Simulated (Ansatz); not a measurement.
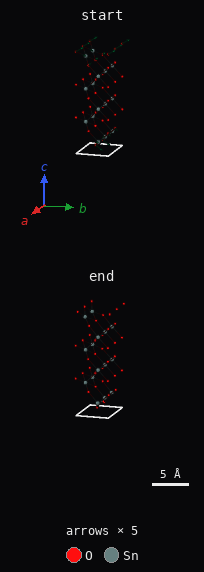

The structure of a slab of composition SnO₂ (cut from the P4_2/mnm phase) before (top) and after (bottom) a relaxation, at one scale. The green arrows give the displacements, 5 times their true length.

The picture is a ball-and-stick view of the 2 × 1 repeat of the cell, outlined in the plane, without the vacuum (origin shifted), seen slightly off an axis.

Case: (1 0 0) slab, atoms relaxed. The slab is the (1 0 0) face of SnO2.

Computed with DFT PBEsol, scalar-relativistic, plane waves, PAW (Ansatz). Settings: plane-wave cutoff 420 eV; k-point mesh 8 × 6 × 1; occupations gaussian; smearing width 0.05 eV; no spin polarisation; dipole correction; atoms relaxed in a fixed cell; force threshold 0.02 eV/Å; at most 60 steps.

Q: What changed between the two?

A: After 4 geometry steps the energy has fallen by 0.555 eV per cell of the calculation. The largest force component goes from 2.3 to 0.016 eV/Å. The largest moves relative to the layer's centre, 0.28 Å, are those of O atoms. By element the largest moves are O 0.28 Å, Sn 0.10 Å. The cell stays as it was. Some distances before and after: O–Sn 2.070 → 2.134 Å, O–Sn 2.070 → 2.009 Å, O–Sn 2.066 → 2.031 Å, O–Sn 2.070 → 2.079 Å. Bond angles that change, for instance: O–Sn–O 180.0° → 164.9°, O–Sn–O 90.0° → 101.2°, Sn–O–Sn 101.7° → 106.2°.
